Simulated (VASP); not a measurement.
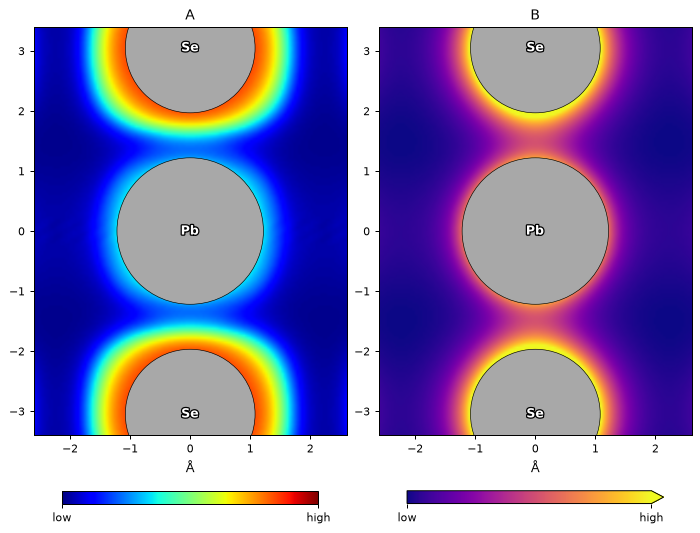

PbSe: 2 fields on the (100) plane of the conventional cell, with unlabelled colour scales. Grey discs cover the atomic cores.

Space group I4/mmm; changed on purpose from its base cell (epitaxial xy strain +3.9%); computed pressure about −2 GPa in this cell.

These are results of Kohn-Sham DFT of a periodic cell, r2SCAN, VASP PAW PBE potentials, recommended (VASP 6.6.1), not measurements.

**The panels show electron localisation function and valence pseudo-density in some order. Assign them.**

Panel A: electron localisation function. Panel B: valence pseudo-density. From the grid: Pb–Se (3.05 Å): the density is about 0.22 e/Å³ at the midpoint; the ELF is about 0.30 at the midpoint.
